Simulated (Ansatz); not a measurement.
# Pb2O: what the fields show

```yaml
crystal:
  lattice:
    - [3.73247, 0.00000, 0.00000]
    - [0.00000, 3.73247, 0.00000]
    - [0.00000, 0.00000, 10.92755]
  atoms:
    - { symbol: Pb, position: [0.00000, 0.50000, 0.13325] }
    - { symbol: Pb, position: [0.00000, 0.50000, 0.63325] }
    - { symbol: Pb, position: [0.50000, 0.00000, 0.36675] }
    - { symbol: Pb, position: [0.50000, 0.00000, 0.86675] }
    - { symbol: O, position: [0.00000, 0.00000, 0.00000] }
    - { symbol: O, position: [0.50000, 0.50000, 0.50000] }
```

Space group P4₂/nmc; started from the tetragonal zirconia_137 prototype, which need not be the ambient phase.

Computed with DFT PBE, scalar-relativistic, plane waves, PAW (Ansatz).

In a PAW calculation such maps are meaningful between the atoms, not at the nuclei.

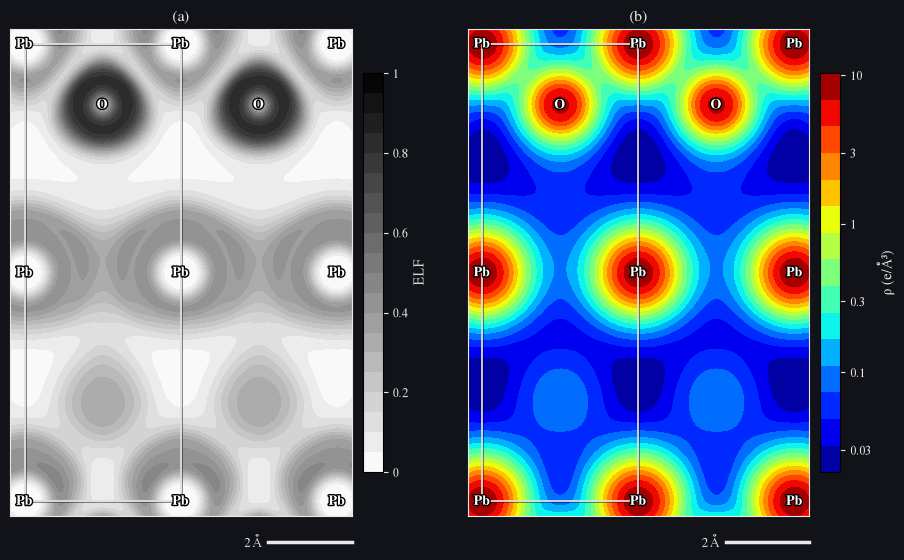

Figure 1. (a) ELF; (b) valence pseudo-density on the (100) plane of the conventional cell.

Question: Describe what can be read from this map.

Answer:
- Atoms in the plane: Pb and O.
- Pb–O (2.37 Å): the density is about 0.42 e/Å³ at the midpoint; the ELF is about 0.20 at the midpoint (no shared electron pair shows on this line).
- Between the atoms the lowest density in this plane is 0.02 e/Å³.

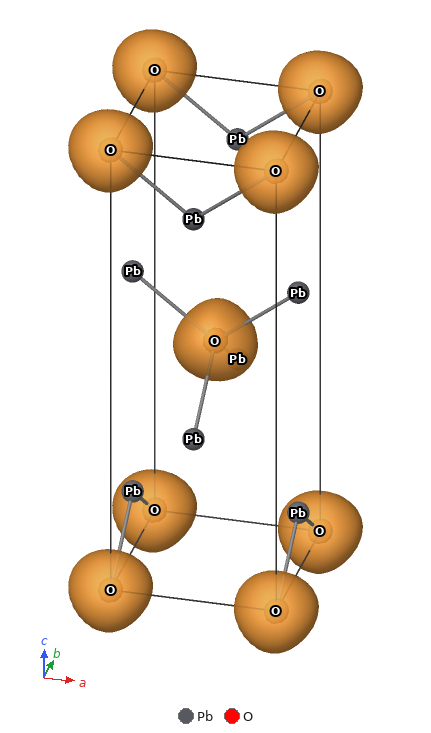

Figure 2. Isosurface of the ELF at 0.6 (orange), seen at an oblique angle. Only the valence region is drawn (cores and ρ < 0.01 e/Å³ removed). Sticks mark near contacts.

Question: Identify the bonds, lone pairs and shells in this picture.

Answer: At this value the surface marks out two regions wrapped around O (the valence shell of each), counted in one cell of 6 atoms. Any copies at cell faces, edges or corners count once.

Question: Does the calculation give a band gap?

Answer: It is metallic or semimetallic at this level of theory: no gap opens.
